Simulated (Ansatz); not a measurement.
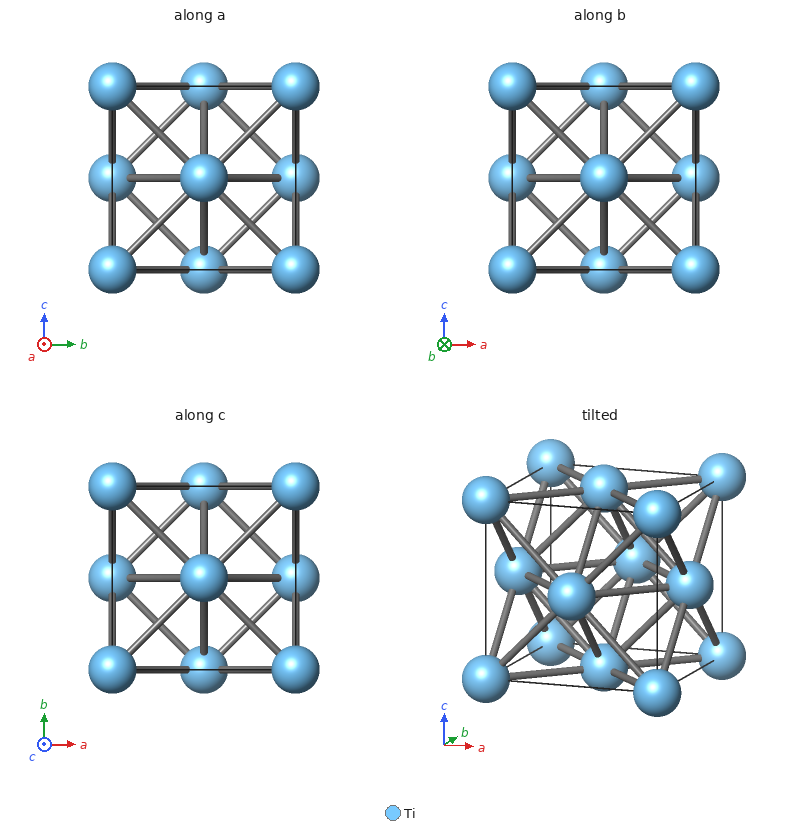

The image is a ball-and-stick drawing of a crystal, viewed along the a axis, along the b axis, along the c axis and slightly off an axis. The wireframe shows the conventional unit cell.

Lattice parameters: a = 4.110 Å, b = 4.110 Å, c = 4.110 Å, α = 90.00°, β = 90.00°, γ = 90.00°. Put a along x and b in the xy plane.

Put the structure into a POSCAR file.

```
Ti
1.0
     4.110    0.000    0.000
     0.000    4.110    0.000
     0.000    0.000    4.110
Ti
4
Direct
  0.0000 0.0000 0.0000
  0.0000 0.5000 0.5000
  0.5000 0.0000 0.5000
  0.5000 0.5000 0.0000
```

Origin of the cell: a structure type filled with this element by a generator (whether the element takes this form wasn't checked). A relaxation with DFT r2SCAN, scalar-relativistic, plane waves, PAW (Ansatz) gave the geometry drawn.
